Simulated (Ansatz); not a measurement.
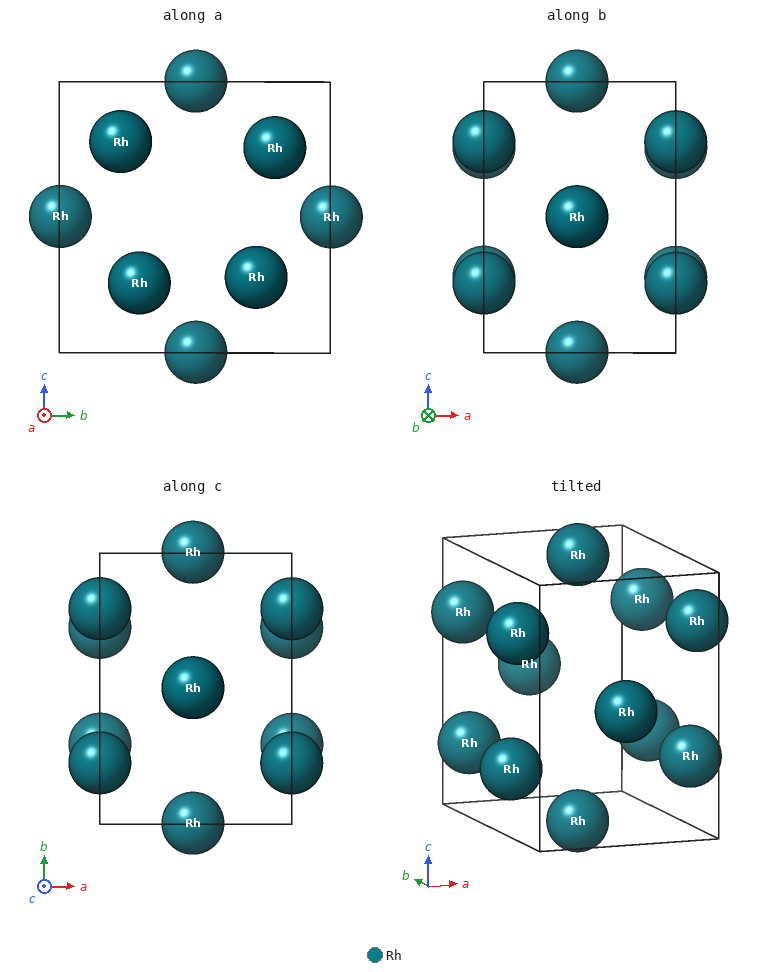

This spheres-only model is shown along the a axis, along the b axis, along the c axis and slightly off an axis. One drawn cell (a repeat of the simulation cell) is outlined, and atoms on its boundary appear in each equivalent place.

Lattice parameters: a = 4.012 Å, b = 5.665 Å, c = 5.668 Å, α = 90.11°, β = 90.04°, γ = 90.03°. Put a along x and b in the xy plane.

Q: Convert the drawing into a POSCAR file, with free fractional coordinates to two decimals.

A:
```
Rh
1.0
     4.012    0.000    0.000
    -0.003    5.665    0.000
    -0.004   -0.010    5.668
Rh
6
Direct
  0.00 0.30 0.26
  0.48 0.50 0.00
  0.00 0.73 0.28
  0.48 0.00 0.50
  0.00 0.23 0.78
  0.00 0.80 0.76
```

The structure is a known structure type with an atom taken out, added or moved, with the atoms shaken; no relaxation was done. A calculation with Ansatz used it as input.

At this level of theory the cell isn't at rest (stretched, at -24 GPa), so its distances can differ from those at equilibrium, the more so the softer the solid.
